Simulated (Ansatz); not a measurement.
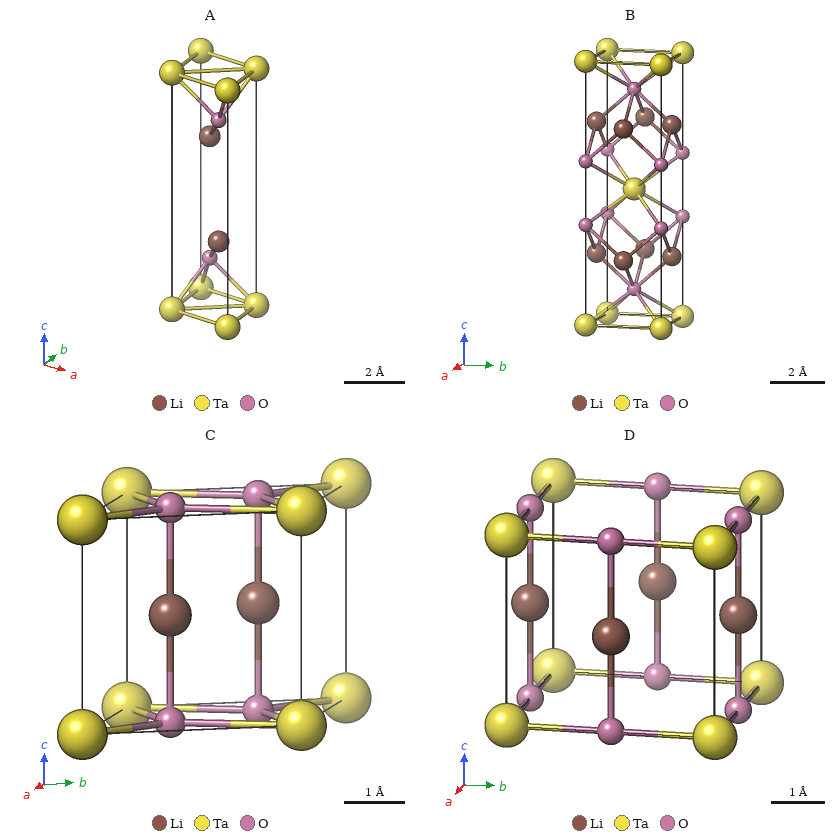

Four structures of Li$_{2}$TaO$_{2}$, each relaxed to rest (conventional cells in solid outline, small ones repeated, each panel with its own scale). Method: Ansatz 0.2.0, DFT PBE, scalar-relativistic, plane waves, PAW, without spin polarisation.

Give the type and space group of each panel.

Answer. A: CaAl₂Si₂ type, P-3m1; B: ThCr₂Si₂ type, I4/mmm; C: 5 atoms a cell on a primitive hexagonal lattice, P6/mmm; D: 5 atoms a cell on a primitive tetragonal lattice, P4/mmm.

Which of these is lowest in energy, and how far above it do the others lie?

Answer. A, then D (+120 meV/atom), C (+507 meV/atom) and B (+541 meV/atom), energies at zero smearing.

Collect the results in a table.

Answer.
| panel | structure | E − E(lowest) (meV/atom) | volume (Å³/atom) | gap (eV) |
| --- | --- | --- | --- | --- |
| A | P-3m1 | 0 | 11.7 | metal |
| D | P4/mmm | 120 | 12.6 | metal |
| C | P6/mmm | 507 | 9.7 | metal |
| B | I4/mmm | 541 | 8.7 | metal |

Some of these may be structure types tried for this composition rather than known phases, and the most stable form need not be among them. Gaps are taken on the k-mesh or band path of each run.
